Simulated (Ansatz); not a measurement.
# GaAs: geometry relaxation (part 2 of 2)

The same run, continued: GaAs (F-43m, 2 atoms in the cell); DFT PBE, scalar-relativistic, plane waves, PAW, no spin polarisation (Ansatz 0.2.0); cutoff 420 eV, 12×12×12 k-mesh, Gaussian smearing of 0.02 eV. The structure derives from an entry of the Crystallography Open Database.

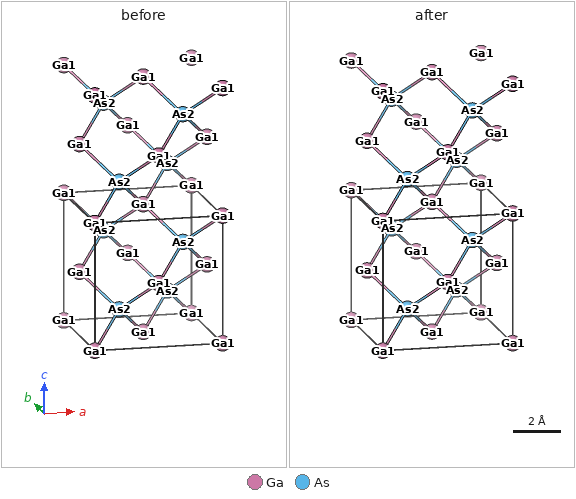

Before (left) and after (right) the relaxation, at one scale (ball-and-stick view of the cell 4 times as large as that of the calculation, set on its symmetry axes, repeated 1 × 1 × 2, seen slightly off an axis). No atom moves by more than 0.005 Å relative to the cell. Cell: a = b = c 5.654 → 5.745 Å (+1.6 %). Volume +4.9 %. Among the contacts that change: Ga1–As2 2.448 → 2.488 Å. The space group stays F-43m (No. 216). The energy falls by 10.7 meV per atom in 3 geometry steps. All forces vanish by symmetry, so only the cell relaxes. The pressure goes from 3.29 to 0.00 GPa. A last SCF at the same geometry on a re-selected plane-wave basis shifts the energy by −0.2 meV per atom. (Atoms are counted from 1 in the order of the input.)

```
basis re-selected at this cell: Δ(F+E_penalty+E_count) = -4.641e-4 eV, ΔP = +0.001 GPa vs the last step (what re-selecting the basis moved, of the pressure what is left beyond the Pulay correction that the steps carried, after the strain that the cell walked since its last selection, with what the two solves' SCF thresholds leave and, on support functions, any second-order correction that the steps lacked; it is no measure of the basis error at this ecutwfc). The dense FFT grid was sized anew with the basis: this SCF ran on 30×30×30 points, the steps before it on 27×27×27, so part of this shift can come from that change (see relax.cell in the input reference). This SCF's stress stands 2.28e-3 GPa from its target on what of the cell is left free (relax.cell.stress_tol is 5.00e-2 GPa) and its largest allowed force component is 2.05e-17 eV/Å (relax.f_tol is 5.00e-3 eV/Å): within both
SCF converged after 7 iterations
Free energy (F): -8639.860638 eV
Harris-Foulkes:  -8639.860638 eV  (|F-HF|=1.09e-11)
Internal energy: -8639.860638 eV  (E = F + TS)
E sigma→0 (E₀):  -8639.860638 eV
Fermi energy:    7.623330 eV
--- Per-component energies (eV) ---
  E_band       = -327.438918
  E_kinetic    = 218.181491
  E_local      = -3985.353573  (includes V_loc(G=0)·N_el)
  E_nonlocal   = -245.776743
  E_hartree    = 2000.991653
  E_xc         = -147.835035
  E_vxc        = -136.630452  (∫ρ·V_xc dr)
  E_paw        = -3824.406694  (= ΣΔE_a)
  E_vpaw       = -179.842935  (= ΣTr[D̂ρ^β])
  E_aug_tail   = -0.000108  (compensation charges beyond the density's cutoff)
  E_ewald      = -2655.661627
  E_smearing   = -0.000000  (= −TS)
  E_closure    = -0.000000  (closes the sum)
  Σ components = -8639.860638   (vs F -8639.860638, Δ=0.00e0)
--- Forces (eV/Å), atoms counted from 1 ---
  atom   1  Ga    -0.00000000    -0.00000000     0.00000000
  atom   2  As     0.00000000    -0.00000000    -0.00000000
  max |Σ_I F_I| component: 3.77e-17 eV/Å
--- Stress (GPa, compression-positive) ---
        0.002283       0.000000      -0.000000
       -0.000000       0.002283       0.000000
       -0.000000       0.000000       0.002283
  P = ⅓ Tr σ = 0.0023 GPa (0.023 kbar)
--- Band table (eV; the first three rows and the last of 72) ---
  k-point 0: bands = ["-27.5457", "-27.5457", "-27.5457", "-27.5377", "-27.5377", "-7.1601", "-7.1601", "-7.1601", "-7.0924", "-7.0924", "-4.8500", "7.5416", "7.5416", "7.5416", "7.7024", "11.2677", "11.2677", "11.2677"]
  k-point 1: bands = ["-27.5457", "-27.5457", "-27.5457", "-27.5376", "-27.5376", "-7.1652", "-7.1587", "-7.1587", "-7.0925", "-7.0925", "-4.7738", "6.2606", "7.4371", "7.4371", "8.6518", "11.3930", "11.4256", "11.4256"]
  k-point 2: bands = ["-27.5457", "-27.5456", "-27.5456", "-27.5376", "-27.5376", "-7.1784", "-7.1551", "-7.1551", "-7.0925", "-7.0925", "-4.5521", "4.8413", "7.1891", "7.1891", "8.9802", "11.7833", "11.7833", "12.0815"]
  k-point 71: bands = ["-27.5455", "-27.5452", "-27.5443", "-27.5378", "-27.5372", "-7.2440", "-7.1335", "-7.1222", "-7.1013", "-7.0891", "-2.5098", "1.1182", "4.2328", "4.4243", "11.9389", "12.2398", "12.8030", "13.5694"]
--- Relaxed structure (4 steps of the walk, 4 accepted, 1 SCFs on fresh bases) ---
  F+E_penalty+E_count = -8639.86063784 eV   max|allowed force component| = 2.046e-17 eV/Å   (the final SCF, on the basis selected at the relaxed cell)
  cell:  # Å, volume = 47.4130 Å³
    - [-1.681472770855545e-33, 2.872692275452496, 2.872692275452496]
    - [2.872692275452496, 1.1133387891876862e-32, 2.872692275452496]
    - [2.872692275452496, 2.872692275452496, 6.152661729721423e-33]
  atoms:
    - { symbol: Ga, position: [1.4757928876050402e-33, -1.6688275908647522e-33, -1.2380479405756157e-33] }
    - { symbol: As, position: [0.7499999999999999, 0.7499999999999999, 0.7499999999999999] }
```

Trajectory as extended XYZ (Å, eV, eV/Å), 5 frames, from step=1 to step=5:
```
2
Lattice="0.0000 2.8268 2.8268 2.8268 0.0000 2.8268 2.8268 2.8268 0.0000" Properties=species:S:1:pos:R:3:forces:R:3 step=1 energy=-8639.83869 pressure_GPa=3.29
Ga    0.0000    0.0000    0.0000    0.0000   0.0000   0.0000
As    4.2403    4.2403    4.2403    0.0000   0.0000   0.0000
2
Lattice="0.0000 2.8633 2.8633 2.8633 0.0000 2.8633 2.8633 2.8633 0.0000" Properties=species:S:1:pos:R:3:forces:R:3 step=2 energy=-8639.85938 pressure_GPa=0.62
Ga    0.0000    0.0000    0.0000    0.0000   0.0000   0.0000
As    4.2949    4.2949    4.2949    0.0000   0.0000   0.0000
2
Lattice="0.0000 2.8719 2.8719 2.8719 0.0000 2.8719 2.8719 2.8719 0.0000" Properties=species:S:1:pos:R:3:forces:R:3 step=3 energy=-8639.86017 pressure_GPa=0.05
Ga    0.0000    0.0000    0.0000    0.0000   0.0000   0.0000
As    4.3079    4.3079    4.3079    0.0000   0.0000   0.0000
2
Lattice="0.0000 2.8727 2.8727 2.8727 0.0000 2.8727 2.8727 2.8727 0.0000" Properties=species:S:1:pos:R:3:forces:R:3 step=4 energy=-8639.86017 pressure_GPa=0.00
Ga    0.0000    0.0000    0.0000    0.0000   0.0000   0.0000
As    4.3090    4.3090    4.3090    0.0000   0.0000   0.0000
2
Lattice="0.0000 2.8727 2.8727 2.8727 0.0000 2.8727 2.8727 2.8727 0.0000" Properties=species:S:1:pos:R:3:forces:R:3 step=5 energy=-8639.86064 pressure_GPa=0.00
Ga    0.0000    0.0000    0.0000    0.0000   0.0000   0.0000
As    4.3090    4.3090    4.3090    0.0000   0.0000   0.0000
```

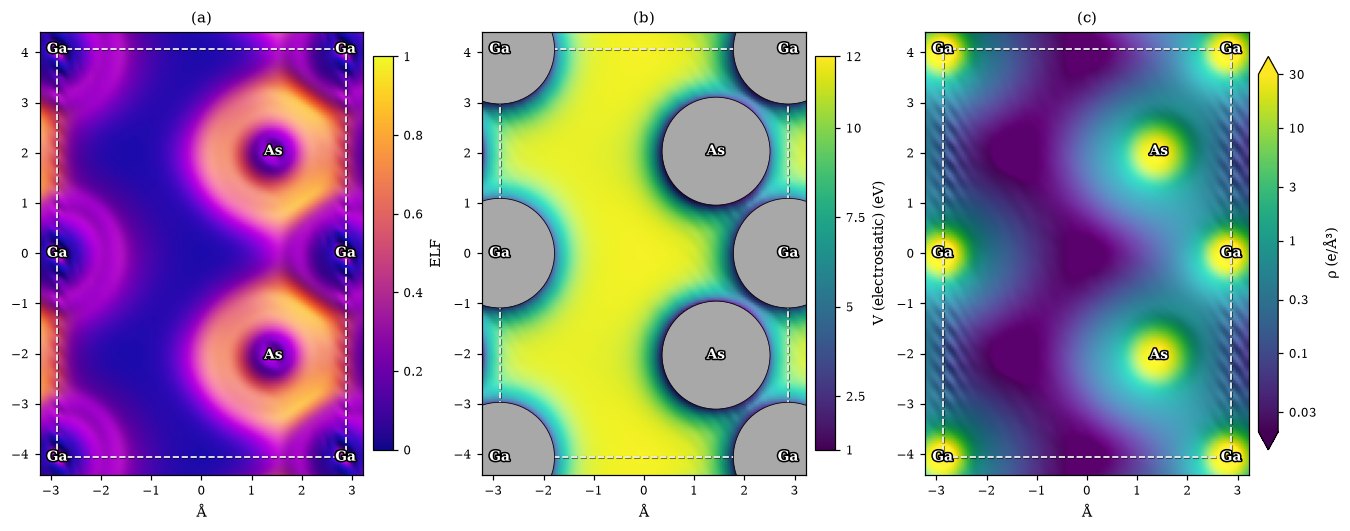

(a) electron localisation function; (b) electrostatic potential (local pseudopotential plus Hartree) felt by an electron; (c) valence pseudo-density on the (011) plane of the conventional cell. Grey discs, where drawn, cover atomic cores. The section cuts through Ga and As sites. Ga–As (2.49 Å): ρ at the midpoint is about 0.47 e/Å³; the ELF peaks at about 0.80 between the atoms, which marks localised, shared-pair bonding. Away from the nuclei the density in this plane falls to 0.01 e/Å³ at its lowest. The strong features right at Ga lie inside the PAW spheres (semicore, d or f shells) and say nothing about bonding. Outside the cores the potential energy rises away from the atoms and is highest about 2.5 Å from the nearest atoms; outside the discs it spans about 10 eV, and its zero is arbitrary. The fields are those of the smooth PAW valence density.

This output came from the following input.

The input:
```yaml
crystal:
  lattice:
    - [0.0, 2.82685, 2.82685]
    - [2.82685, 0.0, 2.82685]
    - [2.82685, 2.82685, 0.0]
  atoms:
    - { symbol: Ga, position: [0.0, 0.0, 0.0] }
    - { symbol: As, position: [0.75, 0.75, 0.75] }
basis:
  ecutwfc: 420
kpoints:
  mp_grid: { grid: [12, 12, 12] }
hamiltonian:
  xc: pbe
scf:
  occupations: { method: gaussian, width: 0.02 }
output:
  forces: true
  stress: true
  eigenvalues: true
  write_density: true
  write_potential: true
  elf: true
  volumetric_format: npy
relax:
  adjacent_minimum: "off"
  f_tol: 0.005
  max_steps: 80
  cell: { stress_tol: 0.05 }
```

Launch command:
```bash
ansatz run input.yaml --threads 1 --pin off --max-ram 2560MiB --backend cpu --events-out ev --progress --plain --runs-dir out
```

Results in brief:

- outcome: converged
- space group (tolerance 0.01 Å): F-43m (216)
- electrons treated: 28
- free energy: −8639.8606 eV
- Fermi energy: 7.623 eV
- gap on the k-point mesh: 0.16 eV
- pressure: 0.00 GPa
- final volume: 47.41 Å³
- largest force (length of the vector) at the end: under 0.001 eV/Å
- final cell: a = 4.063 Å, b = 4.063 Å, c = 4.063 Å, α = 60.00°, β = 60.00°, γ = 60.00°
- hardware: 1 thread of Intel Xeon (Sapphire Rapids), 32 GiB of memory available, shared host
- wall time: 41 s
- peak memory: 0.48 GiB
